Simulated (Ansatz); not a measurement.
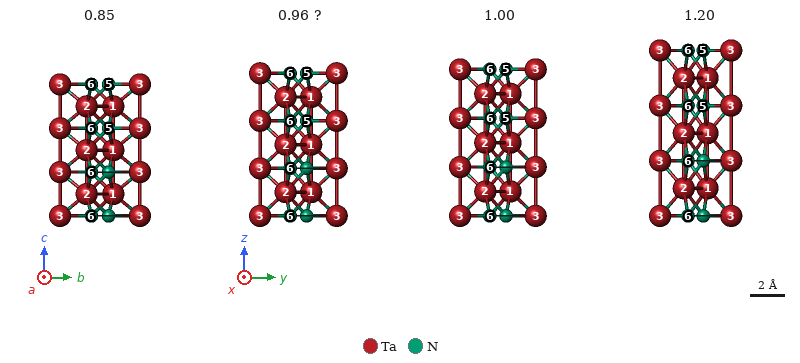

A scan of solid TaN (P-62m): the ratio of the cell's length along z to its lengths across, counted as 1 for the reference, is changed at fixed volume (a c/a path), with the atoms kept at their fractional coordinates. x, y and z are the Cartesian axes of the input. Style: ball-and-stick. Shown: the cell of the calculation, repeated 1 × 1 × 3 with one cell outlined, along the a axis.

Theory: DFT r2SCAN, scalar-relativistic, plane waves, PAW (Ansatz 0.2.0). Settings: plane-wave cutoff 500 eV; k-point mesh 12 × 12 × 18; occupations gaussian; smearing width 0.15 eV; no spin polarisation. Energies (free energies at the smearing named) are counted from the relaxed crystal.

```
axial ratio over its reference value  ΔE (meV/atom)
                                0.85            354
                                0.92             88
                                0.96              ?
                                1.00              0
                                1.05             29
                                1.10            104
                                1.20            351
```

Q: Estimate the missing energy from the other rows, and compare with the calculation.

A: A straight line between the two neighbours gives 44 meV/atom. A cubic through the four nearest rows (0.85, 0.92, 1.00, 1.05) gives, with Lagrange weights, (−0.0686)(354) + (0.5440)(88) + (0.6600)(0) + (−0.1354)(29) = 20 meV/atom. The calculation gives 20 meV/atom, so the cubic is right to the digits shown and the straight line 24 meV/atom too high, as the curve bends upwards here.

The whole profile:

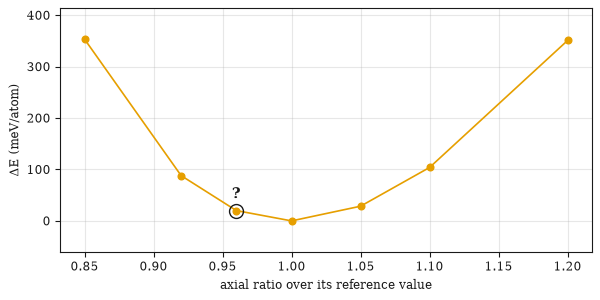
